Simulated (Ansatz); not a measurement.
# SnO2: what the fields show

```
Sn O
1.0
     3.21157    0.00000    0.00000
    -1.60579    2.78130    0.00000
     0.00000    0.00000   10.34276
Sn O
2 4
Direct
  0.00000 0.00000 0.50000
  0.00000 0.00000 0.00000
  0.66667 0.33333 0.40187
  0.66667 0.33333 0.09813
  0.33333 0.66667 0.59813
  0.33333 0.66667 0.90187
```

Space group P6₃/mmc; a structure from a database of computed crystals, not necessarily the ambient phase.

Theory: DFT PBE+D3(BJ), scalar-relativistic, plane waves, PAW in Ansatz.

Core electrons are frozen (PAW), and the valence fields are smoothed inside the atomic spheres.

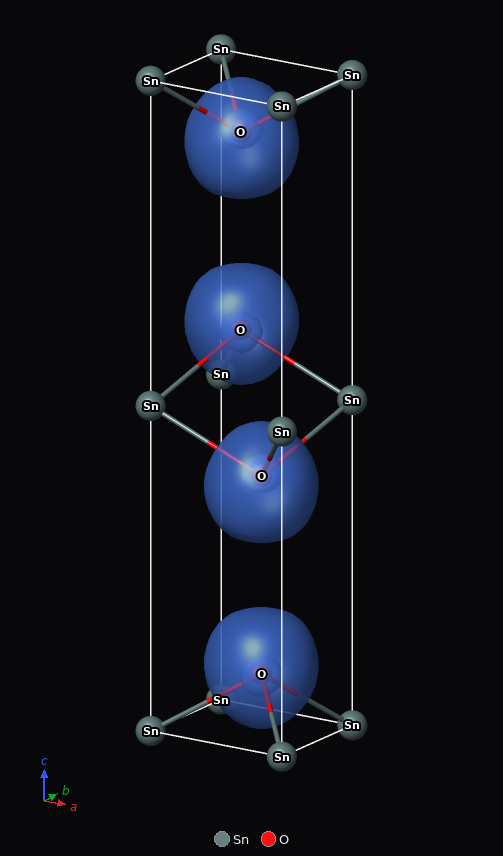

Figure 1. Isosurface of the electron localisation function at 0.65 (blue), seen slightly off an axis. Only the valence region is drawn (cores and ρ < 0.01 e/Å³ removed). Sticks mark near contacts.

Describe the localisation domains.

At this value the surface marks out four regions wrapped around O (the valence shell of each), counted in one cell of 6 atoms. Any copies at cell faces, edges or corners count once. Profiles from the grid: Sn–O (2.11 Å): the ELF peaks at about 0.80 in the valence shell of O, 0.6 Å from its nucleus, and is about 0.25 at the midpoint; no shared electron pair shows on this line.

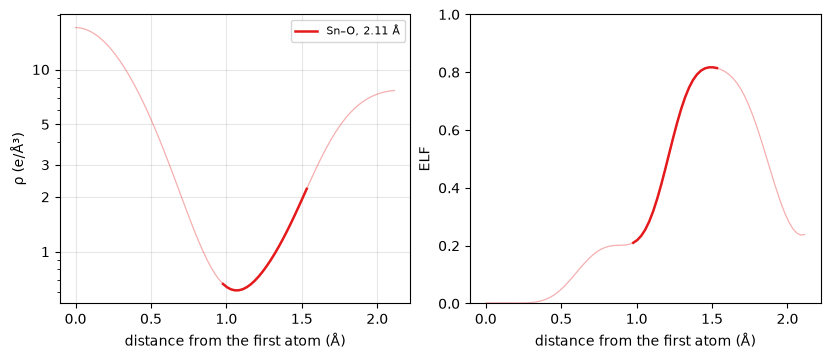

Figure 2. Valence pseudo-density and ELF along straight lines between neighbouring atoms. Thin, pale parts lie inside the atomic spheres.

What can be read from the curves?

Sn–O (2.11 Å): ρ at the midpoint is about 0.61 e/Å³; the ELF peaks at about 0.80 in the valence shell of O, 0.6 Å from its nucleus, and is about 0.25 at the midpoint (no localised pair shows between them).

Metal or insulator at this level of theory?

It is gapped, with a Kohn–Sham gap of 2.1 eV on the k-point mesh, an upper bound to the gap of this method.
